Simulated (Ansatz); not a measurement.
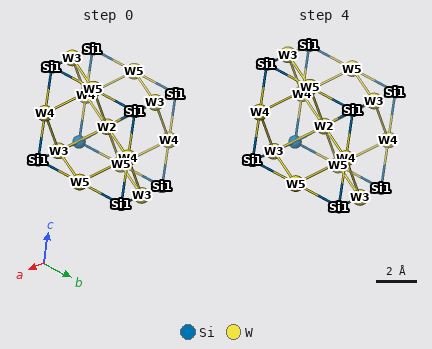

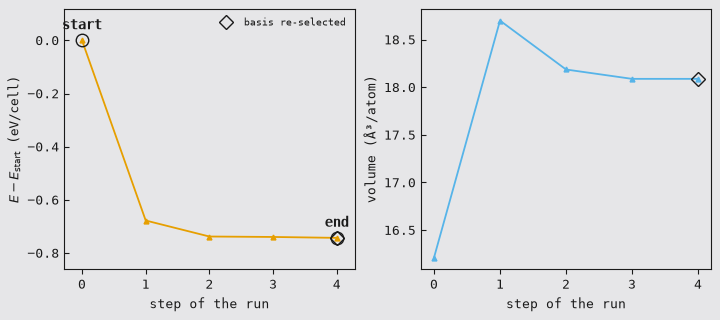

First and last geometry of a relaxation of crystalline SiW4 (a generated structure, set up in Im-3m) (coarse preliminary run), with the history of the run. A ball-and-stick model of the cell of the calculation, seen slightly off an axis.

The calculation used DFT PBE, scalar-relativistic, plane waves, PAW (Ansatz). (plane-wave cutoff 420 eV; k-point mesh 4 × 4 × 4; occupations gaussian; smearing width 0.1 eV; no spin polarisation; cell and atoms relaxed; force threshold 0.04 eV/Å; at most 70 steps)

Did the run converge, and what did it change?

Answer. It converged. The energy falls by 0.743 eV per cell of the calculation in 3 accepted moves (4 points after the start). All forces vanish by symmetry, so only the cell relaxes. Pressure: 27.72 GPa at the start and 0.05 GPa at the end. At 1 point the geometry stayed and the basis and grid were re-selected for the new cell (energy shift of 3.4 meV per cell of the calculation at most each time). No atom moves by more than 0.005 Å relative to the cell. Cell: a = b = c 4.722 → 4.898 Å (+3.7 %). Volume +11.6 %. Near-neighbour distances that change, for instance: W2–W3 2.726 → 2.828 Å, Si1–W2 2.361 → 2.449 Å. The space group stays Im-3m (No. 229). The run took 9 s on 1 thread of Arm Neoverse V1 (shared host), peak memory 0.34 GiB.
